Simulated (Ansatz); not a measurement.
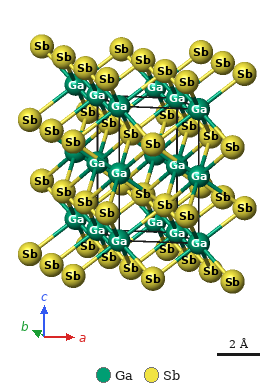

Starting structure of solid GaSb (a generated structure, set up in P6_3/mmc) (coarse preliminary run). The picture is a ball-and-stick view of the cell of the calculation, repeated 1 × 2 × 1 with one cell outlined, seen slightly off an axis.

These are results of DFT PBE, scalar-relativistic, plane waves, PAW in Ansatz 0.2.0, not measurements.

Input
```yaml
crystal:
  lattice:
    - [3.948, 0.0, 0.0]
    - [-1.974, 3.41906829, 0.0]
    - [0.0, 0.0, 6.50468385]
  atoms:
    - { symbol: Ga, position: [0.0, 0.0, 0.0] }
    - { symbol: Ga, position: [0.0, 0.0, 0.5] }
    - { symbol: Sb, position: [0.33333333, 0.66666667, 0.75] }
    - { symbol: Sb, position: [0.66666667, 0.33333333, 0.25] }
basis:
  ecutwfc: 420
kpoints:
  mp_grid: { grid: [6, 6, 4] }
hamiltonian:
  xc: pbe
scf:
  occupations: { method: gaussian, width: 0.1 }
  lower_state_search: "off"
output:
  forces: true
  stress: true
  eigenvalues: true
relax:
  adjacent_minimum: "off"
  f_tol: 0.04
  max_steps: 70
  cell: { stress_tol: 0.4 }
```

Run as
```bash
ansatz run input.yaml --threads 1 --pin off --max-ram 2048MiB --backend cpu --events-out ev --progress --plain --runs-dir out
```

Q: Where does the relaxation end?

A: After 4 accepted moves (5 points after the start) the energy has fallen by 70.7 meV per atom. All forces vanish by symmetry, so only the cell relaxes. Pressure: 8.49 GPa at the start and −0.01 GPa at the end. At 1 point the geometry stayed and the basis and grid were re-selected for the new cell (energy shift of 0.8 meV per atom at most each time). The atoms keep their places relative to the cell (all moves are under 0.005 Å). The drawn cell changes as follows: a = b 3.948 → 4.005 Å (+1.4 %), c 6.505 → 7.078 Å (+8.8 %); the volume changes by +12.0 %. Near-neighbour distances that change, for instance: Ga1–Sb3 2.800 → 2.911 Å. Bond angles that change, for instance: Ga1–Sb4–Ga2 71.0° → 74.9°, Sb3–Ga2–Sb3 89.7° → 86.9°, Ga1–Sb4–Ga1 89.7° → 86.9°. The space group stays P6_3/mmc (No. 194). Cost: 22 s on 1 thread of Arm Neoverse V2, on a shared host, peak memory 0.38 GiB.

Step by step:

```tsv
step	E − E(0), meV/atom	pressure, GPa	volume, Å³/atom	note
0	0.00	8.49	21.951	
1	-66.13	0.15	24.629	
2	-66.61	0.03	24.663	
3	-67.56	0.01	24.643	
4	-69.95	-0.03	24.575	
5	-70.72	-0.01	24.575	same geometry, new basis
```

The structure at the end:

```xyz
4
Lattice="4.0047 0.0000 0.0000 -2.0023 3.4682 0.0000 0.0000 0.0000 7.0776" Properties=species:S:1:pos:R:3 pbc="T T T"
Ga   -2.0023    3.4682    0.0000
Ga   -2.0023    3.4682    3.5388
Sb    0.0000    2.3121    5.3082
Sb    2.0023    1.1561    1.7694
```

After the run, drawn alike:

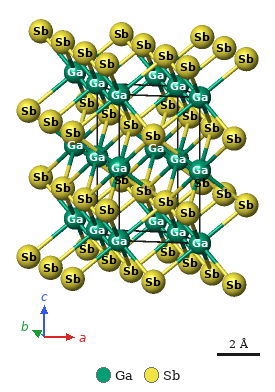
